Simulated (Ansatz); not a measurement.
**GaSb: geometry relaxation (part 2 of 2)**

The same run, continued: GaSb (2 atoms in the cell); DFT, PBE, plane waves, PAW, no spin polarisation (Ansatz 0.2.0); cutoff 420 eV, 8×8×8 k-mesh, Fermi–Dirac smearing of 0.02 eV. The structure was built on a prototype by a generator.

Geometry of the input (Å; fractional positions):
```
3.3774  0.0000  0.0000
0.0000  3.3774  0.0000
0.0000  0.0000  3.3774
Ga 0.0000  0.0000  0.0000
Sb 0.5000  0.5000  0.5000
```

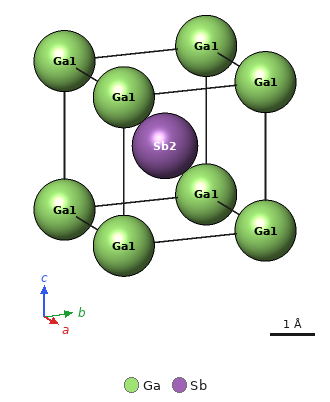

Figure 1. The geometry at step 2 of the log (spheres-only view of the cell of the calculation, seen slightly off an axis; atoms are numbered from 1 in the order of the input).

Log, continued
```
SCF iter   1: F=—  HF=-10267.224030 eV  |F-HF|=—  |Δ(HF+E_count)|=         —  Δρ=3.48e-4  dr2=4.02e-5  ethr=1.21e-7  ⟨swp⟩=3.2  Hψ=5839  notcnv=0
preconditioner: auto → Resta (q_TF=auto, 2.498 Å⁻¹)  ε∞=2.7  [insulator: Δε(μ)=0.073 eV  Ē_g=17.500 eV  σ=0.020 eV  W_gap=0.72  n_scr=18 (ndim 8)  ℏωp=22.9 eV  f_vac=0.000  D(μ)=1.50/eV (n_scr^D=6)  ε∞_Penn≈2.7]
SCF iter   2: F=—  HF=-10267.224023 eV  |F-HF|=—  |Δ(HF+E_count)|=   7.66e-6  Δρ=2.06e-4  dr2=1.29e-5  ethr=1.21e-7  ⟨swp⟩=1.0  Hψ=770  notcnv=0
SCF iter   3: F=—  HF=-10267.224024 eV  |F-HF|=—  |Δ(HF+E_count)|=   1.53e-6  Δρ=3.47e-5  dr2=3.29e-7  ethr=4.59e-8  ⟨swp⟩=2.7  Hψ=1050  notcnv=0
SCF iter   4: F=-10267.224024 eV  HF=-10267.224024 eV  |F-HF|=5.87e-8  |Δ(HF+E_count)|=   1.76e-7  Δρ=1.12e-5  dr2=4.62e-8  ethr=7.14e-10  ⟨swp⟩=4.9  Hψ=2596  notcnv=0
SCF 4 converged in 4 iterations: F = -10267.224024 eV  dr2 = 4.62e-8
relax step   4: F+E_penalty+E_count = -10267.22402413 eV  Δ(F+E_penalty+E_count) = -3.312e-3 eV  max|allowed force component| = 1.555e-30 eV/Å  Δτ_max = 0.0000 Å  P = +0.041 GPa  Ω = 47.501 Å³  energy of the carried Pulay correction = -2.801e-3 eV  (4 SCF iters, dr2 threshold 2.00e-7 eV, accepted)
Basis set: ecut = 420 eV, 925 PW (Γ), exchange–correlation on 50×50×50 points (8 copies of the dense FFT grid, shifted against one another)
Initial wavefunctions: pseudopotential atomic-orbital guess (no wavefunctions were taken with the density)
iter 1 solved again at ethr=2.21e-7 eV; its pass at ethr=3.10e-3 eV (dr2=6.19e-5 eV) is discarded
SCF iter   1: F=—  HF=-10267.221936 eV  |F-HF|=—  |Δ(HF+E_count)|=         —  Δρ=1.61e-3  dr2=2.89e-5  ethr=2.21e-7  ⟨swp⟩=3.0  Hψ=5871  notcnv=0
preconditioner: auto → Resta (q_TF=auto, 2.498 Å⁻¹)  ε∞=2.7  [insulator: Δε(μ)=0.073 eV  Ē_g=17.498 eV  σ=0.020 eV  W_gap=0.72  n_scr=18 (ndim 8)  ℏωp=22.9 eV  f_vac=0.000  D(μ)=1.49/eV (n_scr^D=6)  ε∞_Penn≈2.7]
SCF iter   2: F=—  HF=-10267.226173 eV  |F-HF|=—  |Δ(HF+E_count)|=   4.24e-3  Δρ=8.13e-4  dr2=7.64e-6  ethr=1.03e-7  ⟨swp⟩=2.7  Hψ=1059  notcnv=0
SCF iter   3: F=—  HF=-10267.227645 eV  |F-HF|=—  |Δ(HF+E_count)|=   1.47e-3  Δρ=1.21e-4  dr2=4.92e-7  ethr=2.73e-8  ⟨swp⟩=2.0  Hψ=1082  notcnv=0
SCF iter   4: F=—  HF=-10267.227670 eV  |F-HF|=—  |Δ(HF+E_count)|=   2.50e-5  Δρ=5.77e-6  dr2=7.69e-9  ethr=1.76e-9  ⟨swp⟩=2.0  Hψ=1084  notcnv=0
SCF iter   5: F=—  HF=-10267.227670 eV  |F-HF|=—  |Δ(HF+E_count)|=   3.06e-8  Δρ=1.90e-6  dr2=1.42e-9  ethr=2.75e-11  ⟨swp⟩=2.9  Hψ=1275  notcnv=0
SCF iter   6: F=—  HF=-10267.227670 eV  |F-HF|=—  |Δ(HF+E_count)|=  7.86e-10  Δρ=5.00e-7  dr2=9.39e-11  ethr=5.06e-12  ⟨swp⟩=2.2  Hψ=943  notcnv=0
SCF iter   7: F=-10267.227670 eV  HF=-10267.227670 eV  |F-HF|=7.28e-12  |Δ(HF+E_count)|=  9.82e-11  Δρ=7.56e-8  dr2=1.01e-12  ethr=1.00e-12  ⟨swp⟩=5.4  Hψ=2726  notcnv=0
SCF 5 converged in 7 iterations: F = -10267.227670 eV  dr2 = 1.01e-12
relax step   5: F+E_penalty+E_count = -10267.22766979 eV  Δ(F+E_penalty+E_count) = -3.646e-3 eV  max|allowed force component| = 1.906e-30 eV/Å  Δτ_max = 0.0000 Å  P = +0.158 GPa  Ω = 47.501 Å³  stress off target by 1.58e-1 GPa  SCF on the basis re-selected at this cell (its energy is not comparable with the rows above)  (7 SCF iters)
basis re-selected at this cell: Δ(F+E_penalty+E_count) = -3.646e-3 eV, ΔP = +0.117 GPa vs the last step (what re-selecting the basis moved, of the pressure what is left beyond the Pulay correction that the steps carried, after the strain that the cell walked since its last selection, with what the two solves' SCF thresholds leave and, on support functions, any second-order correction that the steps lacked; it is no measure of the basis error at this ecutwfc). The dense FFT grid was sized anew with the basis: this SCF ran on 25×25×25 points, the steps before it on 24×24×24, so part of this shift can come from that change (see relax.cell in the input reference). This SCF's stress stands 1.58e-1 GPa from its target on what of the cell is left free (relax.cell.stress_tol is 5.00e-2 GPa) and its largest allowed force component is 1.91e-30 eV/Å (relax.f_tol is 5.00e-3 eV/Å): not within both, so this SCF does not close the relaxation
Crystal: 2 atoms, lattice volume = 47.640 Å³
iter 1 solved again at ethr=2.76e-9 eV; its pass at ethr=3.10e-3 eV (dr2=7.73e-7 eV) is discarded
SCF iter   1: F=—  HF=-10267.227708 eV  |F-HF|=—  |Δ(HF+E_count)|=         —  Δρ=4.44e-5  dr2=8.03e-7  ethr=2.76e-9  ⟨swp⟩=3.0  Hψ=4646  notcnv=0
preconditioner: auto → Resta (q_TF=auto, 2.497 Å⁻¹)  ε∞=2.7  [insulator: Δε(μ)=0.073 eV  Ē_g=17.479 eV  σ=0.020 eV  W_gap=0.72  n_scr=18 (ndim 8)  ℏωp=22.8 eV  f_vac=0.000  D(μ)=1.42/eV (n_scr^D=6)  ε∞_Penn≈2.7]
SCF iter   2: F=—  HF=-10267.227710 eV  |F-HF|=—  |Δ(HF+E_count)|=   1.75e-6  Δρ=2.69e-5  dr2=2.23e-7  ethr=2.76e-9  ⟨swp⟩=1.0  Hψ=770  notcnv=0
SCF iter   3: F=-10267.227710 eV  HF=-10267.227710 eV  |F-HF|=8.24e-9  |Δ(HF+E_count)|=   3.44e-8  Δρ=4.24e-6  dr2=7.19e-9  ethr=2.24e-10  ⟨swp⟩=4.0  Hψ=2126  notcnv=0
SCF 6 converged in 3 iterations: F = -10267.227710 eV  dr2 = 7.19e-9
relax step   6: F+E_penalty+E_count = -10267.22771007 eV  Δ(F+E_penalty+E_count) = -4.028e-5 eV  max|allowed force component| = 2.630e-30 eV/Å  Δτ_max = 0.0000 Å  P = +0.011 GPa  Ω = 47.640 Å³  energy of the carried Pulay correction = -3.336e-5 eV  (3 SCF iters, dr2 threshold 6.26e-8 eV, accepted)
iter 1 solved again at ethr=9.34e-8 eV; its pass at ethr=3.10e-3 eV (dr2=2.62e-5 eV) is discarded
SCF iter   1: F=—  HF=-10267.227745 eV  |F-HF|=—  |Δ(HF+E_count)|=         —  Δρ=5.80e-6  dr2=1.04e-8  ethr=9.34e-8  ⟨swp⟩=3.5  Hψ=6066  notcnv=0
SCF iter   2: F=—  HF=-10267.227742 eV  |F-HF|=—  |Δ(HF+E_count)|=   3.34e-6  Δρ=2.71e-6  dr2=2.34e-9  ethr=3.73e-11  ⟨swp⟩=2.2  Hψ=1289  notcnv=0
SCF iter   3: F=—  HF=-10267.227742 eV  |F-HF|=—  |Δ(HF+E_count)|=  6.84e-10  Δρ=1.39e-6  dr2=6.88e-10  ethr=8.36e-12  ⟨swp⟩=2.6  Hψ=1293  notcnv=0
SCF iter   4: F=—  HF=-10267.227742 eV  |F-HF|=—  |Δ(HF+E_count)|=  2.76e-10  Δρ=2.72e-7  dr2=2.49e-11  ethr=2.46e-12  ⟨swp⟩=2.0  Hψ=1059  notcnv=0
SCF iter   5: F=-10267.227742 eV  HF=-10267.227742 eV  |F-HF|=7.28e-12  |Δ(HF+E_count)|=  1.27e-11  Δρ=1.16e-7  dr2=5.13e-12  ethr=1.00e-12  ⟨swp⟩=5.2  Hψ=2725  notcnv=0
SCF 7 converged in 5 iterations: F = -10267.227742 eV  dr2 = 5.13e-12
relax step   7: F+E_penalty+E_count = -10267.22774215 eV  Δ(F+E_penalty+E_count) = -3.207e-5 eV  max|allowed force component| = 7.207e-30 eV/Å  Δτ_max = 0.0000 Å  P = +0.010 GPa  Ω = 47.640 Å³  stress off target by 9.77e-3 GPa  SCF on the basis re-selected at this cell (its energy is not comparable with the rows above)  (5 SCF iters)
basis re-selected at this cell: Δ(F+E_penalty+E_count) = -3.207e-5 eV, ΔP = -0.001 GPa vs the last step (what re-selecting the basis moved, of the pressure what is left beyond the Pulay correction that the steps carried, after the strain that the cell walked since its last selection, with what the two solves' SCF thresholds leave and, on support functions, any second-order correction that the steps lacked; it is no measure of the basis error at this ecutwfc). This SCF's stress stands 9.77e-3 GPa from its target on what of the cell is left free (relax.cell.stress_tol is 5.00e-2 GPa) and its largest allowed force component is 7.21e-30 eV/Å (relax.f_tol is 5.00e-3 eV/Å): within both
SCF converged after 5 iterations
Free energy (F): -10267.227742 eV
Harris-Foulkes:  -10267.227742 eV  (|F-HF|=7.28e-12)
Internal energy: -10267.225580 eV  (E = F + TS)
E sigma→0 (E₀):  -10267.226661 eV
Entropy (-TS):   -0.002162 eV (-1.081 meV/atom)
Fermi energy:    10.132661 eV
--- Per-component energies (eV) ---
  E_band       = -190.495455
  E_kinetic    = 320.513147
  E_local      = -3282.275446  (includes V_loc(G=0)·N_el)
  E_nonlocal   = 783.155591
  E_hartree    = 1519.697718
  E_xc         = -207.768014
  E_vxc        = -154.169383  (∫ρ·V_xc dr)
  E_paw        = -6559.163998  (= ΣΔE_a)
  E_vpaw       = -897.114602  (= ΣTr[D̂ρ^β])
  E_aug_tail   = -0.000108  (compensation charges beyond the density's cutoff)
  E_ewald      = -2841.384470
  E_smearing   = -0.002162  (= −TS)
  E_closure    = 0.000000  (closes the sum)
  Σ components = -10267.227742   (vs F -10267.227742, Δ=0.00e0)
--- Forces (eV/Å), atoms counted from 1 ---
  atom   1  Ga     0.00000000    -0.00000000    -0.00000000
  atom   2  Sb     0.00000000    -0.00000000     0.00000000
  max |Σ_I F_I| component: 1.50e-29 eV/Å
--- Stress (GPa, compression-positive) ---
        0.009775       0.000000       0.000000
        0.000000       0.009775       0.000000
        0.000000       0.000000       0.009775
  P = ⅓ Tr σ = 0.0098 GPa (0.098 kbar)
--- Relaxed structure (5 steps of the walk, 5 accepted, 2 SCFs on fresh bases) ---
  F+E_penalty+E_count = -10267.22774215 eV   max|allowed force component| = 7.207e-30 eV/Å   (the final SCF, on the basis selected at the relaxed cell)
  cell:  # Å, volume = 47.6404 Å³
    - [3.6251440814352676, -1.1234591342258875e-33, -1.5407439555097887e-33]
    - [-1.1234591342258875e-33, 3.6251440814352676, 5.7777898331617076e-34]
    - [-1.5407439555097887e-33, 4.49383653690355e-34, 3.6251440814352676]
  atoms:
    - { symbol: Ga, position: [2.8512236652706127e-35, -2.3760197210524982e-35, -2.376019721054477e-36] }
    - { symbol: Sb, position: [0.5, 0.5, 0.5] }
```

Trajectory as extended XYZ (Å, eV, eV/Å), 7 frames, from step=1 to step=7
```
2
Lattice="3.3774 0.0000 0.0000 0.0000 3.3774 0.0000 0.0000 0.0000 3.3774" Properties=species:S:1:pos:R:3:forces:R:3 step=1 energy=-10266.83634 pressure_GPa=16.94
Ga    0.0000    0.0000    0.0000    0.0000   0.0000   0.0000
Sb    1.6887    1.6887    1.6887    0.0000   0.0000   0.0000
2
Lattice="3.5420 0.0000 0.0000 0.0000 3.5420 0.0000 0.0000 0.0000 3.5420" Properties=species:S:1:pos:R:3:forces:R:3 step=2 energy=-10267.18924 pressure_GPa=3.85
Ga    0.0000    0.0000    0.0000    0.0000   0.0000   0.0000
Sb    1.7710    1.7710    1.7710    0.0000   0.0000   0.0000
2
Lattice="3.5969 0.0000 0.0000 0.0000 3.5969 0.0000 0.0000 0.0000 3.5969" Properties=species:S:1:pos:R:3:forces:R:3 step=3 energy=-10267.22071 pressure_GPa=1.16
Ga    0.0000    0.0000    0.0000    0.0000   0.0000   0.0000
Sb    1.7985    1.7985    1.7985    0.0000   0.0000   0.0000
2
Lattice="3.6216 0.0000 0.0000 0.0000 3.6216 0.0000 0.0000 0.0000 3.6216" Properties=species:S:1:pos:R:3:forces:R:3 step=4 energy=-10267.22402 pressure_GPa=0.04
Ga    0.0000    0.0000    0.0000    0.0000   0.0000   0.0000
Sb    1.8108    1.8108    1.8108    0.0000   0.0000   0.0000
2
Lattice="3.6216 0.0000 0.0000 0.0000 3.6216 0.0000 0.0000 0.0000 3.6216" Properties=species:S:1:pos:R:3:forces:R:3 step=5 energy=-10267.22767 pressure_GPa=0.16
Ga    0.0000    0.0000    0.0000    0.0000   0.0000   0.0000
Sb    1.8108    1.8108    1.8108    0.0000   0.0000   0.0000
2
Lattice="3.6251 0.0000 0.0000 0.0000 3.6251 0.0000 0.0000 0.0000 3.6251" Properties=species:S:1:pos:R:3:forces:R:3 step=6 energy=-10267.22771 pressure_GPa=0.01
Ga    0.0000    0.0000    0.0000    0.0000   0.0000   0.0000
Sb    1.8126    1.8126    1.8126    0.0000   0.0000   0.0000
2
Lattice="3.6251 0.0000 0.0000 0.0000 3.6251 0.0000 0.0000 0.0000 3.6251" Properties=species:S:1:pos:R:3:forces:R:3 step=7 energy=-10267.22774 pressure_GPa=0.01
Ga    0.0000    0.0000    0.0000    0.0000   0.0000   0.0000
Sb    1.8126    1.8126    1.8126    0.0000   0.0000   0.0000
```

Results in brief

| quantity | value |
| --- | --- |
| outcome | converged |
| space group (tolerance 0.01 Å) | Pm-3m (221) |
| electrons treated | 28 |
| free energy | −10267.2277 eV |
| Fermi energy | 10.133 eV |
| pressure | 0.01 GPa |
| final volume | 47.64 Å³ |
| largest force (length of the vector) at the end | under 0.001 eV/Å |
| final cell | a = 3.625 Å, b = 3.625 Å, c = 3.625 Å, α = 90.00°, β = 90.00°, γ = 90.00° |
| hardware | 2 threads of Arm Neoverse V1, 24 GiB of memory available, shared host |
| wall time | 6.2 s (CPU time 12 s) |
| peak memory | 0.34 GiB |
